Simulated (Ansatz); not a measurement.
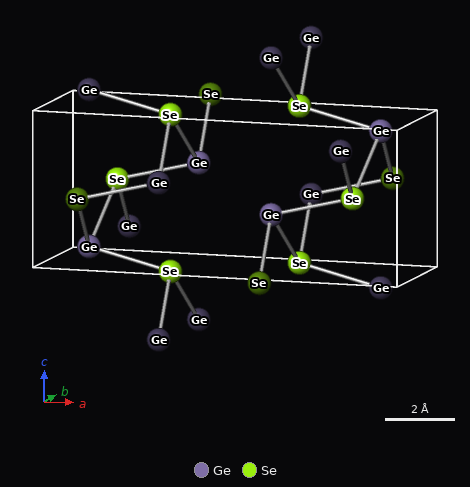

Fig. 1: The input geometry (ball-and-stick view of the cell of the calculation, seen slightly off an axis; neighbours outside the cell are drawn fainter). An atom can appear more than once, as a periodic image. Near neighbours in the periodic cell (some may lie outside the picture): Ge has 3 Se at 2.55 to 2.56 Å; Se has 3 Ge at 2.55 to 2.56 Å.

**Band-structure calculation, with input and output: GeSe**

GeSe (Pnma, 8 atoms in the cell), computed with DFT, r2SCAN, plane waves, PAW, no spin polarisation (Ansatz 0.2.0).

The structure derives from a Materials Project entry. The geometry comes from this level: r2SCAN (a point of a series of strains). It belongs to a series of runs on one base structure; here: hydrostatic strain -1.0%.

What the program printed
```
scf.n_extra_bands = 6 over 60 filled bands (N_el = 120.0): the run solves 66 bands
Engine: ansatz 0.2.0, x86_64-unknown-linux-gnu
Pseudopotentials: kind: paw
Pseudopotential: Ge, paw, valence charge 14, recommended cutoff 500 eV (meta_gga), Ge.paw.azcp
Pseudopotential: Se, paw, valence charge 16, recommended cutoff 500 eV (meta_gga), Se.paw.azcp
Functional definition: r2SCAN
  parameter k0 = 0.174
  parameter k1 = 0.065
  parameter a1 = 4.9479
  exchange = r2scan_x(k0 = k0, k1 = k1, a1 = a1)
  correlation = r2scan_c
Crystal: 8 atoms, lattice volume = 193.097 Å³
Basis set: ecut = 500 eV, 4869 PW (Γ), exchange–correlation on 360×120×144 points (64 copies of the dense FFT grid, shifted against one another)
Bands: 66, of which v1, the nominal top of the filled ones, is band 60 counted from 1 (59 counted from 0)
Symmetry: 8 space group operations
Space group: Pnma (ITA 62), of the structure as read, at distance tolerance 5.8e-5 Å
k-points: 32 of 72
Non-local potential: Ge, projectors of the file, l = 0: 2, l = 1: 2, l = 2: 3, l = 3: 1
Non-local potential: Se, projectors of the file, l = 0: 2, l = 1: 2, l = 2: 3, l = 3: 1
PAW form: soft (Blöchl's): semilocal exchange-correlation on the pseudo side does not see the compensation charge
PAW frozen core: Ge, regenerated for the run's functional (the file was generated under x = pbe(κ = 0.804, μ = 0.2195149727645171), c = pbe(β = 0.06672455060314922))
PAW frozen core: Se, regenerated for the run's functional (the file was generated under x = pbe(κ = 0.804, μ = 0.2195149727645171), c = pbe(β = 0.06672455060314922))
PAW one-centre angular grid: Ge, 590 points (default); XC on 160 Gauss nodes
PAW one-centre angular grid: Se, 590 points (default); XC on 160 Gauss nodes
Initial density: superposition of atomic densities (neutral atoms: chi_scale 0, normalization atom), corrected by the library's trained network
Initial wavefunctions: pseudopotential atomic-orbital guess
Functional: x = r2scan, c = r2scan; τ floored in thin density (d = 2e-4 eV/Å³)
SCF iter   1: F=—  HF=-39125.682256 eV  |F-HF|=—  |Δ(HF+E_count)|=         —  Δρ=5.47e-3  dr2=4.17e-2  dr2_τ=1.47e-2  ethr=1.77e-3  ⟨swp⟩=5.0  Hψ=6649  notcnv=0  defer=114
preconditioner: auto → Resta (q_TF=auto, 2.520 Å⁻¹)  ε∞=4.7  [insulator: Δε(μ)=0.969 eV  Ē_g=8.744 eV  n_scr=56 (ndim 8)  ℏωp=16.9 eV  f_vac=0.006  ε∞_Penn≈4.7]
SCF iter   2: F=—  HF=-39125.713670 eV  |F-HF|=—  |Δ(HF+E_count)|=   3.14e-2  Δρ=2.63e-3  dr2=1.41e-2  dr2_τ=1.49e-4  ethr=3.47e-5  ⟨swp⟩=2.0  Hψ=4552  notcnv=0  defer=120
SCF iter   3: F=—  HF=-39125.714133 eV  |F-HF|=—  |Δ(HF+E_count)|=   4.63e-4  Δρ=1.28e-3  dr2=2.97e-3  dr2_τ=3.96e-5  ethr=1.18e-5  ⟨swp⟩=2.0  Hψ=2580  notcnv=0  defer=120
SCF iter   4: F=—  HF=-39125.714636 eV  |F-HF|=—  |Δ(HF+E_count)|=   5.03e-4  Δρ=2.71e-4  dr2=1.31e-4  dr2_τ=4.06e-6  ethr=2.47e-6  ⟨swp⟩=2.2  Hψ=3377  notcnv=0  defer=120
SCF iter   5: F=—  HF=-39125.714684 eV  |F-HF|=—  |Δ(HF+E_count)|=   4.76e-5  Δρ=1.15e-4  dr2=2.64e-5  dr2_τ=6.16e-7  ethr=1.09e-7  ⟨swp⟩=2.0  Hψ=3972  notcnv=0  defer=60
SCF iter   6: F=—  HF=-39125.714785 eV  |F-HF|=—  |Δ(HF+E_count)|=   1.02e-4  Δρ=2.56e-5  dr2=1.65e-6  dr2_τ=2.69e-8  ethr=2.20e-8  ⟨swp⟩=2.0  Hψ=3972  notcnv=0  defer=60
SCF iter   7: F=—  HF=-39125.714786 eV  |F-HF|=—  |Δ(HF+E_count)|=   9.14e-7  Δρ=9.28e-6  dr2=1.91e-7  dr2_τ=6.93e-9  ethr=1.38e-9  ⟨swp⟩=2.0  Hψ=2692  notcnv=0  defer=60
SCF iter   8: F=-39125.714786 eV  HF=-39125.714786 eV  |F-HF|=5.39e-9  |Δ(HF+E_count)|=   2.48e-8  Δρ=2.63e-6  dr2=1.51e-8  dr2_τ=1.61e-10  ethr=8.33e-11  ⟨swp⟩=12.6  Hψ=13965  notcnv=0
SCF 1 converged in 8 iterations: F = -39125.714786 eV  dr2 = 1.51e-8
  greatest PAW one-centre occupation: 1.000 electrons in one spin orbital (limit 2), on the Se atom at site 7 (counted from 0), in its partial waves of l = 2
NSCF: frozen V_eff on 8 k-points
SCF converged after 8 iterations
Free energy (F): -39125.714786 eV
Harris-Foulkes:  -39125.714786 eV  (|F-HF|=5.39e-9)
Internal energy: -39125.714786 eV  (E = F + TS)
E sigma→0 (E₀):  -39125.714786 eV
Fermi energy:    7.839061 eV
--- Per-component energies (eV) ---
  E_band       = -2247.623623
  E_kinetic    = 911.349290
  E_local      = -19447.492340  (includes V_loc(G=0)·N_el)
  E_nonlocal   = -718.258113
  E_hartree    = 9050.738885
  E_xc         = -667.849148
  E_vxc        = -691.981779  (∫ρ·V_xc dr)
  E_paw        = -15817.194259  (= ΣΔE_a)
  E_vpaw       = -438.856415  (= ΣTr[D̂ρ^β])
  E_aug_tail   = -0.000777  (compensation charges beyond the density's cutoff)
  E_vtau       = 36.137170  (kinetic-family band-sum trace: ∫τ·v_τ [+ j·A + Jᵃ·Aᵃ] dr)
  E_ewald      = -12425.606179
  E_core_change = -11.402144  (= ΣΔE_core)
  E_smearing   = -0.000000  (= −TS)
  E_closure    = 0.000000  (closes the sum)
  Σ components = -39125.714786   (vs F -39125.714786, Δ=0.00e0)
--- Forces (eV/Å), atoms counted from 1 ---
  atom   1  Ge    -0.00180966    -0.00000000    -0.00023405
  atom   2  Ge     0.00180966     0.00000000     0.00023405
  atom   3  Ge     0.00180966    -0.00000000    -0.00023405
  atom   4  Ge    -0.00180966     0.00000000     0.00023405
  atom   5  Se     0.00182429    -0.00000000     0.00041598
  atom   6  Se    -0.00182429     0.00000000    -0.00041598
  atom   7  Se    -0.00182429    -0.00000000     0.00041598
  atom   8  Se     0.00182429     0.00000000    -0.00041598
  max |Σ_I F_I| component: 0.00e0 eV/Å
--- Stress (GPa, compression-positive) ---
        0.547739       0.000000      -0.000000
        0.000000       1.328913      -0.000000
       -0.000000      -0.000000       0.744958
  P = ⅓ Tr σ = 0.8739 GPa (8.739 kbar)
--- Band table (eV; the first three rows and the last of 32) ---
  k-point 0: bands = ["-40.6947", "-40.6947", "-40.6945", "-40.6944", "-40.6923", "-40.6923", "-40.6919", "-40.6919", "-40.6496", "-40.6494", "-40.6492", "-40.6490", "-40.6410", "-40.6409", "-40.6408", "-40.6407", "-40.6281", "-40.6280", "-40.6275", "-40.6275", "-17.3939", "-17.3917", "-17.3871", "-17.3862", "-17.3855", "-17.3854", "-17.3843", "-17.3836", "-17.3507", "-17.3497", "-17.3447", "-17.3437", "-17.3418", "-17.3392", "-17.3331", "-17.3303", "-17.3214", "-17.3210", "-17.3182", "-17.3178", "-7.2920", "-7.0085", "-5.8686", "-5.4241", "-0.6362", "-0.1637", "1.8078", "2.2263", "2.3609", "3.7223", "3.8225", "4.1852", "4.5630", "4.8868", "5.7254", "5.8534", "6.3258", "6.7534", "6.8398", "7.8391", "8.8202", "10.3912", "10.7201", "10.8030", "10.9973", "11.0288"]
  k-point 1: bands = ["-40.6947", "-40.6946", "-40.6945", "-40.6945", "-40.6923", "-40.6922", "-40.6919", "-40.6919", "-40.6496", "-40.6494", "-40.6492", "-40.6490", "-40.6410", "-40.6409", "-40.6408", "-40.6407", "-40.6280", "-40.6280", "-40.6276", "-40.6275", "-17.3934", "-17.3913", "-17.3875", "-17.3863", "-17.3859", "-17.3854", "-17.3846", "-17.3838", "-17.3501", "-17.3489", "-17.3449", "-17.3438", "-17.3417", "-17.3394", "-17.3329", "-17.3305", "-17.3212", "-17.3209", "-17.3184", "-17.3181", "-7.1759", "-6.8980", "-5.9051", "-5.5058", "-0.9291", "-0.2456", "0.9915", "1.6288", "2.6501", "4.1357", "4.5328", "4.6953", "4.7118", "5.0071", "5.8649", "6.2277", "6.2847", "6.3608", "7.1523", "7.6301", "8.9893", "10.1858", "10.6276", "10.6962", "10.7990", "11.1849"]
  k-point 2: bands = ["-40.6947", "-40.6946", "-40.6946", "-40.6945", "-40.6922", "-40.6922", "-40.6920", "-40.6920", "-40.6495", "-40.6493", "-40.6493", "-40.6491", "-40.6410", "-40.6409", "-40.6408", "-40.6407", "-40.6279", "-40.6279", "-40.6277", "-40.6276", "-17.3920", "-17.3902", "-17.3887", "-17.3871", "-17.3863", "-17.3853", "-17.3852", "-17.3843", "-17.3485", "-17.3472", "-17.3455", "-17.3442", "-17.3412", "-17.3399", "-17.3324", "-17.3311", "-17.3207", "-17.3204", "-17.3190", "-17.3189", "-6.8560", "-6.5923", "-6.0743", "-5.7674", "-1.2056", "-0.3154", "-0.1590", "0.7241", "3.1493", "4.6556", "5.0556", "5.3304", "5.4095", "5.6243", "5.8066", "6.0243", "6.0998", "7.1893", "7.2532", "7.6766", "9.3759", "9.5947", "9.7710", "10.3744", "10.6975", "10.9332"]
  k-point 31: bands = ["-40.6948", "-40.6948", "-40.6948", "-40.6948", "-40.6915", "-40.6915", "-40.6915", "-40.6915", "-40.6493", "-40.6493", "-40.6493", "-40.6493", "-40.6410", "-40.6410", "-40.6410", "-40.6410", "-40.6275", "-40.6275", "-40.6275", "-40.6275", "-17.3938", "-17.3938", "-17.3938", "-17.3938", "-17.3791", "-17.3791", "-17.3791", "-17.3791", "-17.3473", "-17.3473", "-17.3473", "-17.3473", "-17.3395", "-17.3395", "-17.3395", "-17.3395", "-17.3158", "-17.3158", "-17.3158", "-17.3158", "-5.5418", "-5.5418", "-5.5418", "-5.5418", "-0.5265", "-0.5265", "-0.5265", "-0.5265", "3.1000", "3.1000", "3.1000", "3.1000", "3.6855", "3.6855", "3.6855", "3.6855", "6.2951", "6.2951", "6.2951", "6.2951", "10.6586", "10.6586", "10.6586", "10.6586", "12.5885", "12.5885"]
```

File rho_z.tsv
```
# z_ang	rho[e/angstrom^3]
# format = ansatz-planar-average/11
# lattice	11.127008695	0.000000000	0.000000000
# lattice	0.000000000	3.756056881	0.000000000
# lattice	0.000000000	0.000000000	4.620249243
# sites	8
# site	32	1.413275230	0.939014220	0.543059553
# site	32	9.713733464	2.817042661	4.077189690
# site	32	4.150229117	2.817042661	2.853184174
# site	32	6.976779578	0.939014220	1.767065068
# site	34	9.461973901	0.939014220	2.372731707
# site	34	1.665034793	2.817042661	2.247517535
# site	34	7.228539141	2.817042661	0.062607086
# site	34	3.898469554	0.939014220	4.557642157
0.000000	1.068915e0
0.128340	1.001426e0
0.256681	8.710112e-1
0.385021	7.837134e-1
0.513361	7.232051e-1
0.641701	6.059111e-1
0.770042	4.397149e-1
0.898382	3.020284e-1
1.026722	2.281305e-1
1.155062	2.068811e-1
1.283403	2.281305e-1
1.411743	3.020284e-1
1.540083	4.397149e-1
1.668423	6.059111e-1
1.796764	7.232051e-1
1.925104	7.837134e-1
2.053444	8.710112e-1
2.181784	1.001426e0
2.310125	1.068915e0
2.438465	1.001426e0
2.566805	8.710112e-1
2.695145	7.837134e-1
2.823486	7.232051e-1
2.951826	6.059111e-1
3.080166	4.397149e-1
3.208506	3.020284e-1
3.336847	2.281305e-1
3.465187	2.068811e-1
3.593527	2.281305e-1
3.721867	3.020284e-1
3.850208	4.397149e-1
3.978548	6.059111e-1
4.106888	7.232051e-1
4.235228	7.837134e-1
4.363569	8.710112e-1
4.491909	1.001426e0
```

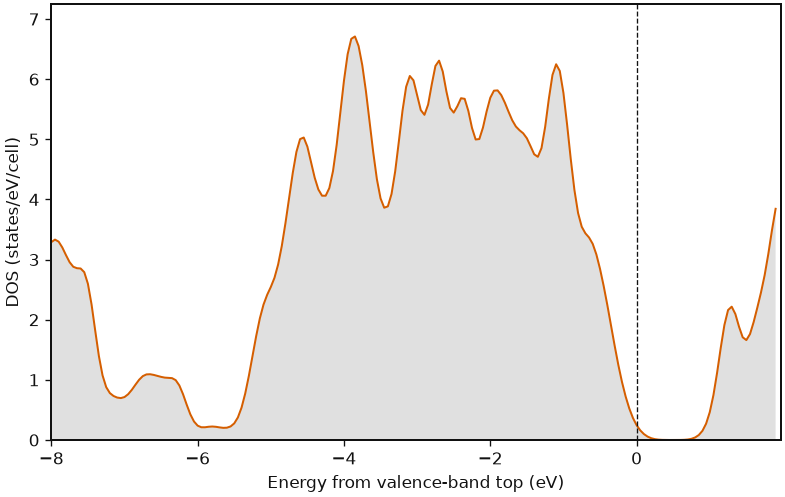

Fig. 2: Density of states (the curve is built from the levels of the k mesh with Gaussians 0.3 eV wide, which also blur the band edges), with energies from the valence-band top. There is a gap of 0.98 eV on the k-point mesh. The curves stop near 1.9 eV above the Fermi level, where the computed bands end. Small ripples come from the finite k-point mesh.

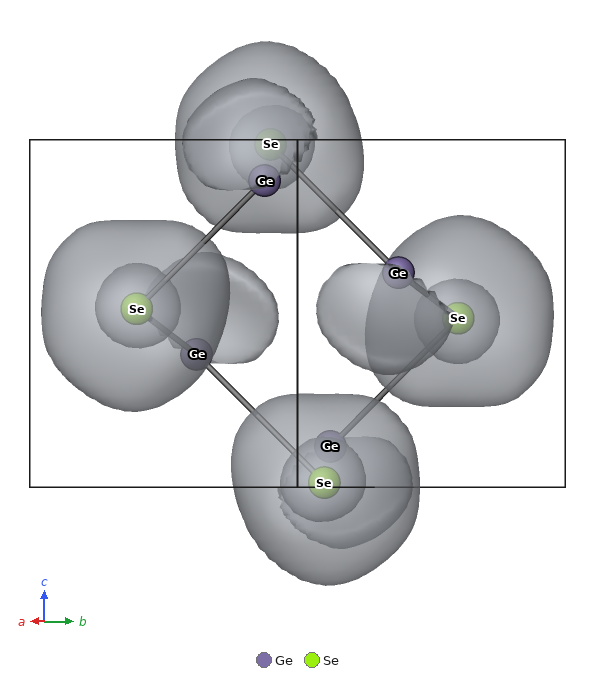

Fig. 3: Isosurface of the electron localisation function at 0.65 (grey), seen along [110]. Core shells and regions of very low density are left out. Sticks mark near contacts. The outline is the cell set on symmetry axes. Profiles from the grid: Ge–Se (2.55 Å): the ELF is about 0.70 at the midpoint. The fields are those of the smooth PAW valence density.

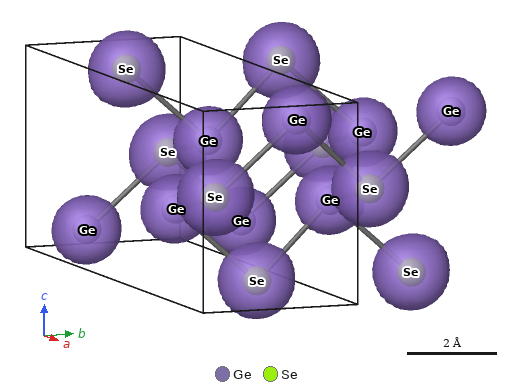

Fig. 4: Isosurface of the valence charge density (pseudo) at 0.8 e/Å³ (purple), seen slightly off an axis. Sticks mark near contacts. The outline is the cell set on symmetry axes. At this value the density breaks into separate islands; it holds about 75 % of the electrons treated as valence (semicore included). It is pinched off along the Ge–Se (2.55 Å) contacts. On the grid the lowest density along these lines, outside the cores, is 0.44 e/Å³ (Ge–Se, 2.55 Å).

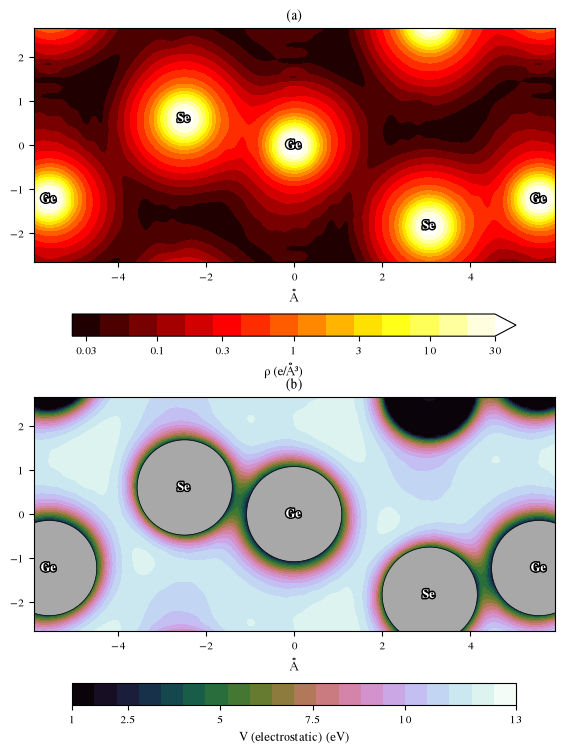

Fig. 5: (a) valence pseudo-density; (b) electrostatic potential energy of an electron on the (010) plane of the conventional cell. Grey discs, where drawn, cover atomic cores. Atoms in the plane: Ge and Se. Ge–Se (2.56 Å): ρ at the midpoint is about 0.45 e/Å³. Away from the nuclei the density in this plane falls to 0.02 e/Å³ at its lowest. Outside the cores the potential energy rises away from the atoms and is highest about 2.2 Å from the nearest atoms; outside the discs it spans about 10 eV, and its zero is arbitrary.

The run was set up as follows.

Input file
```yaml
crystal:
  lattice:
    - [11.1270086948, 0.0, 0.0]
    - [0.0, 3.7560568814, 0.0]
    - [0.0, 0.0, 4.6202492427]
  atoms:
    - { symbol: Ge, position: [0.1270130427, 0.25, 0.1175390167] }
    - { symbol: Ge, position: [0.8729869573, 0.75, 0.8824609833] }
    - { symbol: Ge, position: [0.3729869573, 0.75, 0.6175390167] }
    - { symbol: Ge, position: [0.6270130427, 0.25, 0.3824609833] }
    - { symbol: Se, position: [0.8503609695, 0.25, 0.5135505863] }
    - { symbol: Se, position: [0.1496390305, 0.75, 0.4864494137] }
    - { symbol: Se, position: [0.6496390305, 0.75, 0.0135505863] }
    - { symbol: Se, position: [0.3503609695, 0.25, 0.9864494137] }
kpoints:
  mp_grid: { grid: [2, 6, 6] }
  band_path:
    path:
      - [0.0, 0.0, 0.0]
      - [0.5, 0.0, 0.0]
      - [0.5, 0.5, 0.0]
      - [0.0, 0.5, 0.0]
      - [0.0, 0.0, 0.5]
      - [0.5, 0.0, 0.5]
      - [0.5, 0.5, 0.5]
      - [0.0, 0.5, 0.5]
    npoints: 1
hamiltonian:
  xc: r2scan
scf:
  occupations: { method: fixed }
  n_extra_bands: 6
output:
  forces: true
  stress: true
  eigenvalues: true
  write_density: true
  write_potential: true
  elf: true
  volumetric_format: npy
```

Launched with:
```bash
ansatz run input.yaml --threads 2 --pin off --max-ram 18432MiB --backend cpu --events-out ev --progress --plain --runs-dir out
```

Key numbers

```tsv
quantity	value
outcome	converged
space group (tolerance 0.01 Å)	Pnma (62)
electrons treated	120
free energy	−39125.7148 eV
Fermi energy	7.839 eV
gap on the k-point mesh	0.98 eV
pressure	0.87 GPa
largest force (length of the vector)	0.002 eV/Å
hardware	2 threads of AMD EPYC (Zen 3), 264 GiB of memory available, shared host
wall time	22 s (CPU time 44 s)
peak memory	1.2 GiB
```
